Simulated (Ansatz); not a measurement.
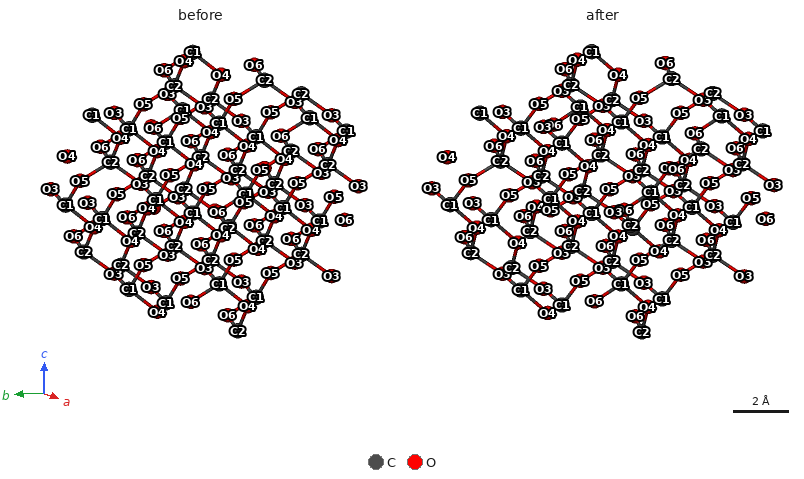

The structure of crystalline CO₂ (built on the CO2-type type) before (left) and after (right) a relaxation, at one scale.

Style: ball-and-stick. Shown: the atoms within 5.8 Å of the atom that moves most (axes of the conventional cell (2 times the calculation's cell)), from a free direction. Lengths and directions refer to the drawn axes.

Computed with DFT PBE, scalar-relativistic, plane waves, PAW in Ansatz.

The input:
```yaml
crystal:
  lattice:
    - [-1.7818000433, 1.7818000433, 2.9690313015]
    - [1.7818000433, -1.7818000433, 2.9690313015]
    - [1.7818000433, 1.7818000433, -2.9690313015]
  atoms:
    - { symbol: C, position: [0.0, 0.0, 0.0] }
    - { symbol: C, position: [0.75, 0.25, 0.5] }
    - { symbol: O, position: [0.375, 0.339, 0.464] }
    - { symbol: O, position: [0.661, 0.125, 0.036] }
    - { symbol: O, position: [0.875, 0.911, 0.536] }
    - { symbol: O, position: [0.089, 0.625, 0.964] }
basis:
  ecutwfc: 420
  ecutrho_ratio: 4
kpoints:
  mp_grid: { grid: [12, 12, 12] }
hamiltonian:
  xc: pbe
scf:
  occupations: { method: gaussian, width: 0.05 }
output:
  forces: true
  stress: true
  eigenvalues: true
relax:
  f_tol: 0.01
  max_steps: 60
  cell: { stress_tol: 0.04 }
```

Run as
```bash
ansatz run input.yaml --threads 4 --pin off --max-ram 7168MiB --backend cpu --events-out ev --progress --plain --runs-dir out
```

### What changed between the two?

The largest moves relative to the cell, 0.20 Å, are those of O3, O4, O5 and O6. O5 goes along +a. C stays in place. The drawn cell changes as follows: a = b 3.564 → 3.965 Å (+11.3 %), c 5.938 → 5.983 Å (+0.8 %); the volume changes by +24.7 %. Some distances before and after: C1–O3 1.388 → 1.402 Å. Among the angles between lasting bonds that change: C1–O5–C2 113.3° → 124.6°. The space group stays I-42d (No. 122). After 11 accepted moves (16 points after the start) the energy has fallen by 209 meV per atom. The largest force component goes from 1.6 to 0.00013 eV/Å. Pressure: 33.73 GPa at the start and 0.00 GPa at the end. The line search rejected the trial step at point 3 of the run. At 4 points the geometry stayed and the basis and grid were re-selected for the new cell (energy shift of 28.9 meV per atom at most each time). The run took 81 s on 4 threads of Arm Neoverse V1, with other jobs on the host, peak memory 0.52 GiB.
